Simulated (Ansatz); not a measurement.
# CoSi2/Si/NiSi2: predicting the conductance of a thicker barrier

Set-up. Ansatz 0.2.0, plane waves with PAW datasets, PBE. Interfaces are relaxed in a short slab (with D3(BJ) where the barrier is layered), set between ideal electrode layers that go on as semi-infinite leads, and the zero-bias conductance G at 300 K comes from T(E) on a typed mesh. The error is the largest of the program's estimates from energy step, mesh, the leads' potential steps and neutrality; its separate bound for narrow resonances between the energies solved isn't counted and can be far larger. The lower electrode is CoSi2 (fluorite 111), the upper NiSi2 (fluorite 111) and the barrier Si (diamond 111), on a net of side 3.79 Å; d is the distance between the electrodes' last planes.

What is known so far:

```tsv
planes in the barrier	d (Å)	G (S/m²)	error (%)	lead step (meV)
4	8.74	8.83e13	11	5
6	11.93	4.62e13	12	6
8	15.12	2.35e13	13	6
12	21.50	6.57e12	26	6
```

**Question.** A further run has 14 planes, d = 24.69 Å. Fit G ∝ exp(−βd) to the rows shown and predict its conductance.

Working: Take y = ln G: 32.11, 31.46, 30.79 and 29.51. The means are d = 14.32 Å and y = 30.97; Σ(Δd Δy) = −18.16 and Σ(Δd)² = 89.04, so the slope is −0.204 Å⁻¹ (β = 0.204 Å⁻¹). At d = 24.69 Å, y = 30.97 − 0.204 × 10.37 = 28.85, or G = 3.40e12 S/m².

**The withheld run.** The run gave 3.58e12 S/m², with an error estimate of 39 % and a lead step of 6 meV. The prediction is 0.95 times that, a miss under 10 %.

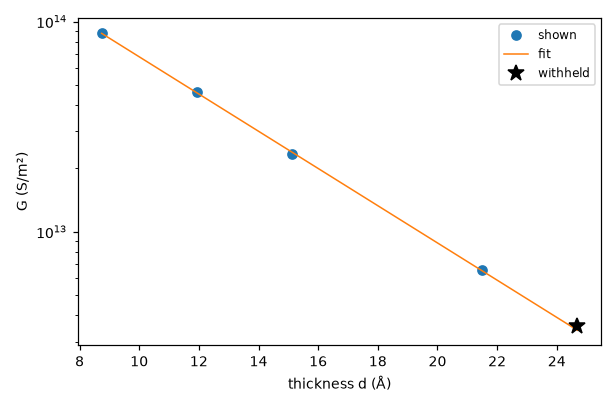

Fit and withheld run.

**Limits.** The interfaces are ideal, one cell wide, strained to a common net and relaxed from one registry with their symmetry kept. PBE's gaps are too small, so true decay constants are likely larger where the Fermi level lies deep in a gap. No spin-orbit coupling, phonons, disorder or image charges enter. The rows shown are chosen by tests on error estimates (under 100 to 120 %), lead steps (under 150 meV, though the program warns over 25), intact interfaces and, for fits, a steady trend in the rows shown; the data set holds 414 series of this kind, and not all pass.

[Logs are printed without paths, hosts, clocks, repeated set-up lines and the standing remarks that a program may print on its own settings, such as how far it seeks lower states.]
